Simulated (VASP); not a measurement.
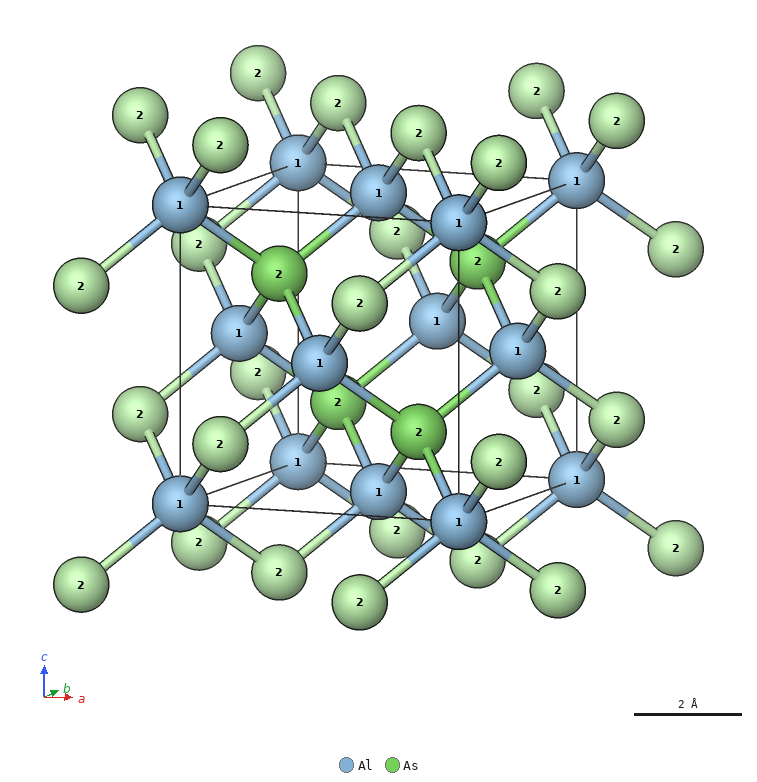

Figure 1. The input geometry (ball-and-stick view of the cell 4 times as large as that of the calculation, set on its symmetry axes, seen slightly off an axis; neighbours outside the cell are drawn fainter; atoms are numbered from 1 in the order of the input). Near neighbours in the crystal (not all of them lie inside the picture): Al has 4 As at 2.45 Å; As has 4 Al at 2.45 Å.

# Geometry relaxation of AlAs (part 1 of 2)

System: AlAs (2 atoms in the cell).
Method: Kohn-Sham DFT of a periodic cell, PBEsol, VASP PAW PBE potentials, recommended, no spin polarisation (VASP 6.6.1).

The structure derives from an entry of the Crystallography Open Database.

OSZICAR
```
N       E                     dE             d eps       ncg     rms          rms(c)
DAV:   1     0.147716165287E+02    0.14772E+02   -0.33719E+03   464   0.854E+02
DAV:   2    -0.967970096254E+01   -0.24451E+02   -0.23592E+02   600   0.905E+01
DAV:   3    -0.103287001395E+02   -0.64900E+00   -0.64900E+00   576   0.198E+01
DAV:   4    -0.103318440193E+02   -0.31439E-02   -0.31439E-02   736   0.152E+00
DAV:   5    -0.103318510831E+02   -0.70638E-05   -0.70638E-05   584   0.574E-02    0.327E+00
DAV:   6    -0.101128412972E+02    0.21901E+00   -0.41666E-01   520   0.291E+00    0.186E+00
DAV:   7    -0.100653813041E+02    0.47460E-01   -0.18946E-01   616   0.208E+00    0.661E-01
DAV:   8    -0.100635534425E+02    0.18279E-02   -0.97672E-03   472   0.600E-01    0.901E-02
DAV:   9    -0.100636022330E+02   -0.48791E-04   -0.32304E-04   648   0.138E-01    0.491E-02
DAV:  10    -0.100636505720E+02   -0.48339E-04   -0.56075E-05   536   0.539E-02    0.640E-03
DAV:  11    -0.100636521495E+02   -0.15774E-05   -0.70094E-06   640   0.149E-02    0.338E-03
DAV:  12    -0.100636520695E+02    0.80019E-07   -0.12144E-06   320   0.620E-03
   1 F= -.10063652E+02 E0= -.10063652E+02  d E =-.100637E+02
       N       E                     dE             d eps       ncg     rms          rms(c)
DAV:   1    -0.100681370104E+02   -0.44849E-02   -0.88814E-02   520   0.168E+00    0.279E-01
DAV:   2    -0.100653241530E+02    0.28129E-02   -0.59549E-03   560   0.431E-01    0.130E-01
DAV:   3    -0.100646543853E+02    0.66977E-03   -0.25080E-03   512   0.249E-01    0.474E-02
DAV:   4    -0.100646097426E+02    0.44643E-04   -0.93080E-05   504   0.602E-02    0.269E-02
DAV:   5    -0.100646022964E+02    0.74462E-05   -0.11355E-05   640   0.201E-02    0.150E-02
DAV:   6    -0.100646022920E+02    0.44126E-08   -0.27766E-07   240   0.438E-03
   2 F= -.10064602E+02 E0= -.10064602E+02  d E =-.950223E-03
       N       E                     dE             d eps       ncg     rms          rms(c)
DAV:   1    -0.100653388171E+02   -0.73652E-03   -0.10256E-02   520   0.576E-01    0.960E-02
DAV:   2    -0.100650160299E+02    0.32279E-03   -0.67878E-04   560   0.145E-01    0.447E-02
DAV:   3    -0.100649409633E+02    0.75067E-04   -0.29063E-04   512   0.849E-02    0.168E-02
DAV:   4    -0.100649366478E+02    0.43155E-05   -0.10640E-05   512   0.204E-02    0.942E-03
DAV:   5    -0.100649362116E+02    0.43623E-06   -0.12591E-06   288   0.683E-03
   3 F= -.10064936E+02 E0= -.10064936E+02  d E =-.128414E-02
```

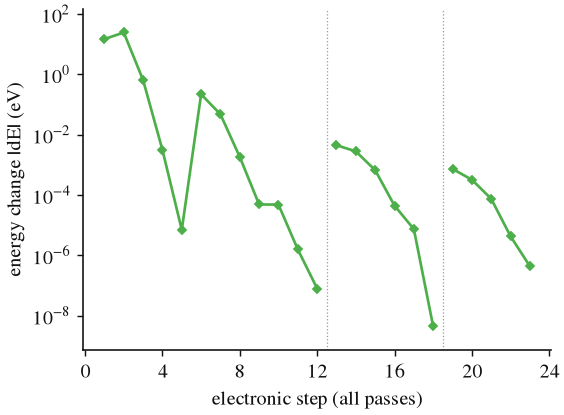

Figure 2. Convergence of the self-consistent field: energy change |dE| against the electronic step. Each stretch between dotted lines is the SCF of one geometry step of a relaxation. The 3 ionic steps take 5 to 12 electronic steps each. The density is held fixed in the first few steps, and dE rises again when its update begins.

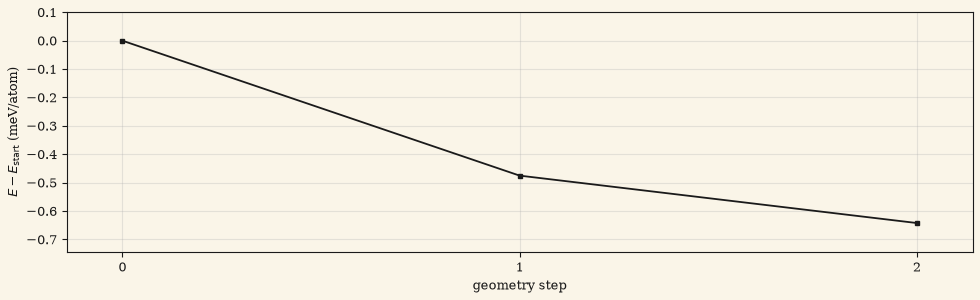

Figure 3. Progress of the relaxation, step by step (steps are counted from 0). No atom moves by more than 0.005 Å relative to the cell. Cell: a = b = c 5.661 → 5.682 Å (+0.4 %). Volume +1.1 %. Among the contacts that change: Al1–As2 2.451 → 2.460 Å. The space group stays F-43m (No. 216). The energy falls by 0.6 meV per atom in 2 geometry steps. All forces vanish by symmetry, so only the cell relaxes. (Atoms are counted from 1 in the order of the input.)

Parts of OUTCAR
```
SYSTEM = AlAs
   PREC = Accurate
   ENCUT = 600
   EDIFF = 1E-6
   ISMEAR = 0
   LREAL = .False.
   LASPH = .True.
   NELM = 80
   ISIF = 3
   GGA = PS
   IBRION = 2
   NSW = 90
   EDIFFG = -0.01

 ion  position               nearest neighbor table
   1  0.000  0.000  0.000-   2 2.45   2 2.45   2 2.45   2 2.45
   2  0.250  0.250  0.250-   1 2.45   1 2.45   1 2.45   1 2.45

  LATTYP: Found a face centered cubic cell.
 ALAT       =     5.6608000000

  Lattice vectors:

 A1 = (   0.0000000000,   2.8304000000,   2.8304000000)
 A2 = (   2.8304000000,   0.0000000000,   2.8304000000)
 A3 = (   2.8304000000,   2.8304000000,   0.0000000000)

Analysis of symmetry for initial positions (statically):
=====================================================================
 Subroutine PRICEL returns:
 Original cell was already a primitive cell.

 Routine SETGRP: Setting up the symmetry group for a
 face centered cubic supercell.

 Subroutine GETGRP returns: Found 24 space group operations
 (whereof 24 operations were pure point group operations)
 out of a pool of 48 trial point group operations.

The static configuration has the point symmetry T_d .

Analysis of symmetry for dynamics (positions and initial velocities):
=====================================================================
 Subroutine PRICEL returns:
 Original cell was already a primitive cell.

 Routine SETGRP: Setting up the symmetry group for a
 face centered cubic supercell.

 Subroutine GETGRP returns: Found 24 space group operations
 (whereof 24 operations were pure point group operations)
 out of a pool of 48 trial point group operations.

The dynamic configuration has the point symmetry T_d .

 Subroutine INISYM returns: Found 24 space group operations
 (whereof 24 operations are pure point group operations),
 and found     1 'primitive' translations

----------------------------------------------------------------------------------------

                                     Primitive cell

  volume of cell :      45.3496

  direct lattice vectors                    reciprocal lattice vectors
     0.000000000  2.830400000  2.830400000    -0.176653477  0.176653477  0.176653477
     2.830400000  0.000000000  2.830400000     0.176653477 -0.176653477  0.176653477
     2.830400000  2.830400000  0.000000000     0.176653477  0.176653477 -0.176653477

  length of vectors
     4.002790067  4.002790067  4.002790067     0.305972797  0.305972797  0.305972797

  position of ions in fractional coordinates (direct lattice)
     0.000000000  0.000000000  0.000000000
     0.250000000  0.250000000  0.250000000

  ion indices of the primitive-cell ions
   primitive index   ion index
                 1           1
                 2           2

----------------------------------------------------------------------------------------

 KPOINTS: Automatic mesh

Automatic generation of k-mesh.
 Grid dimensions read from file:
 generate k-points for:    8    8    8

 Generating k-lattice:

  Cartesian coordinates                     Fractional coordinates (reciprocal lattice)
    -0.022081685  0.022081685  0.022081685     0.125000000  0.000000000  0.000000000
     0.022081685 -0.022081685  0.022081685     0.000000000  0.125000000  0.000000000
     0.022081685  0.022081685 -0.022081685     0.000000000  0.000000000  0.125000000

  Length of vectors
     0.038246600  0.038246600  0.038246600

  Shift w.r.t. Gamma in fractional coordinates (k-lattice)
     0.000000000  0.000000000  0.000000000

 Subroutine IBZKPT returns following result:
 ===========================================

 Found     29 irreducible k-points:

 Following reciprocal coordinates:
            Coordinates               Weight
  0.000000  0.000000  0.000000      1.000000
  0.125000  0.000000  0.000000      8.000000
  0.250000  0.000000  0.000000      8.000000
  0.375000  0.000000  0.000000      8.000000
  0.500000  0.000000  0.000000      4.000000
  0.125000  0.125000  0.000000      6.000000
  0.250000  0.125000  0.000000     24.000000
  0.375000  0.125000  0.000000     24.000000
  0.500000  0.125000  0.000000     24.000000
 -0.375000  0.125000  0.000000     24.000000
 -0.250000  0.125000  0.000000     24.000000
 -0.125000  0.125000  0.000000     12.000000
  0.250000  0.250000  0.000000      6.000000
  0.375000  0.250000  0.000000     24.000000
  0.500000  0.250000  0.000000     24.000000
 -0.375000  0.250000  0.000000     24.000000
 -0.250000  0.250000  0.000000     12.000000
  0.375000  0.375000  0.000000      6.000000
  0.500000  0.375000  0.000000     24.000000
 -0.375000  0.375000  0.000000     12.000000
  0.500000  0.500000  0.000000      3.000000
  0.375000  0.250000  0.125000     24.000000
  0.500000  0.250000  0.125000     48.000000
 -0.375000  0.250000  0.125000     24.000000
 [... further k-points ...]
   k-points           NKPTS =     29   k-points in BZ     NKDIM =     29   number of bands    NBANDS=      8
   number of dos      NEDOS =    301   number of ions     NIONS =      2
   total plane-waves  NPLWV =  32768
   dimension x,y,z NGX =    32 NGY =   32 NGZ =   32
   dimension x,y,z NGXF=    64 NGYF=   64 NGZF=   64
   ions per type =               1   1
   NGX,Y,Z   is equivalent  to a cutoff of  13.29, 13.29, 13.29 a.u.
   NGXF,Y,Z  is equivalent  to a cutoff of  26.58, 26.58, 26.58 a.u.
 SYSTEM =  AlAs
   PREC   = accura    normal or accurate (medium, high low for compatibility)
   ISTART =      0    job   : 0-new  1-cont  2-samecut
   ICHARG =      2    charge: 1-file 2-atom 10-const
   ISPIN  =      1    spin polarized calculation?
   LNONCOLLINEAR =      F non collinear calculations
   LSORBIT =      F    spin-orbit coupling
   LASPH  =      T    aspherical Exc in radial PAW
   ENCUT  =  600.0 eV  44.10 Ry    6.64 a.u.   7.99  7.99  7.99*2*pi/ulx,y,z
   NELM   =     80;   NELMIN=  2; NELMDL= -5     # of ELM steps
   EDIFF  = 0.1E-05   stopping-criterion for ELM
   LREAL  =      F    real-space projection
   EDIFFG = -.1E-01   stopping-criterion for IOM
   NSW    =     90    number of steps for IOM
   IBRION =      2    ionic relax: 0-MD 1-quasi-New 2-CG
   NFREE  =      1    steps in history (QN), initial steepest desc. (CG)
   ISIF   =      3    stress and relaxation
   ISYM   =      2    0-nonsym 1-usesym 2-fastsym
   POTIM  = 0.5000    time-step for ionic-motion
   TEBEG  =    0.0;   TEEND  =   0.0 temperature during run
   PSTRESS=    0.0 pullay stress
   NELECT =       8.0000    total number of electrons
   NUPDOWN=      -1.0000    fix difference up-down
   EMIN   =  10.00;   EMAX   =-10.00  energy-range for DOS
   EFERMI =   0.00;   METHOD = LEGACY
   ISMEAR =     0;   SIGMA  =   0.03  broadening in eV -4-tet -1-fermi 0-gaus
   EFERMI_NEDOS =   21; number of points for ismear=-14 and -15
   IALGO  =     38    algorithm
   IMIX   =      4    mixing-type and parameters
     AMIX     =   0.40;   BMIX     =  1.00
     AMIX_MAG =   1.60;   BMIX_MAG =  1.00
  volume/ion in A,a.u.               =      22.67       153.02
  Fermi-wavevector in a.u.,A,eV,Ry     =   0.918150  1.735052 11.469706  0.843000
  Thomas-Fermi vector in A             =   2.043199
   LORBIT       =      0    0 simple, 1 ext, 2 COOP (PROOUT), +10 PAW based schemes
   GGA     = PS    functional components
   LHFCALC =     F    Hartree Fock is set to
   AEXX    =    0.0000 exact exchange contribution
   IVDW    =     0    specifies the selected vdW correction
   LEPSILON=     F    determine dielectric tensor
   LRPA    =     F    only Hartree local field effects (RPA)
 conjugate gradient relaxation of ions
 non-spin polarized calculation
 Gauss-broadening in eV      SIGMA  =   0.03
  energy-cutoff  :      600.00
  volume of cell :       45.35
 maximum number of plane-waves:      1540
   NGX = 15   NGY = 15   NGZ = 15

--------------------------------------- Ionic step        1  -------------------------------------------

 number of electron       8.0000001 magnetization
```
